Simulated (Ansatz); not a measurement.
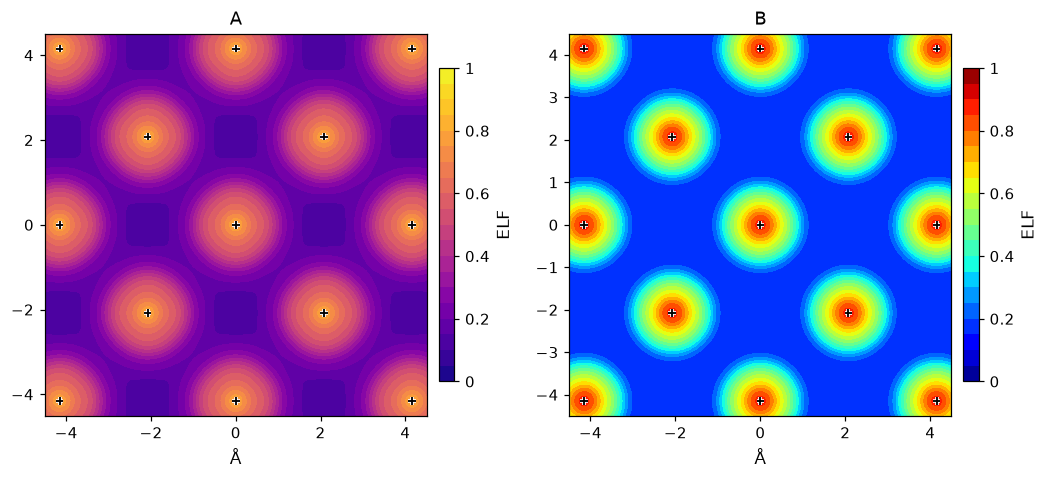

The electron localisation function of 2 systems, each on a plane through atoms (crosses mark nuclei in the plane).

Computed with DFT PBE, scalar-relativistic, plane waves, PAW in Ansatz.

System 1: Au, the (001) plane of the conventional cell. Space group Fm-3m; a generated structure, not necessarily the stable one; computed without spin polarisation.

```xyz
4
Lattice="4.1580 0.0000 0.0000 0.0000 4.1580 0.0000 0.0000 0.0000 4.1580" Properties=species:S:1:pos:R:3 pbc="T T T"
Au    0.0000    0.0000    0.0000
Au    2.0790    2.0790    0.0000
Au    2.0790    0.0000    2.0790
Au    0.0000    2.0790    2.0790
```

System 2: Ag, the (010) plane of the conventional cell. Space group Fm-3m; a generated structure, not necessarily the stable one; computed without spin polarisation.

Q: Which map belongs to which system?

A: Panel A is system 1, Au: the plane holds Au. Au–Au (2.94 Å): the ELF is about 0.20 at the midpoint (no localised pair shows between them). Panel B is system 2, Ag: the plane holds Ag. Ag–Ag (2.93 Å): the ELF is about 0.15 at the midpoint (no shared electron pair shows on this line).
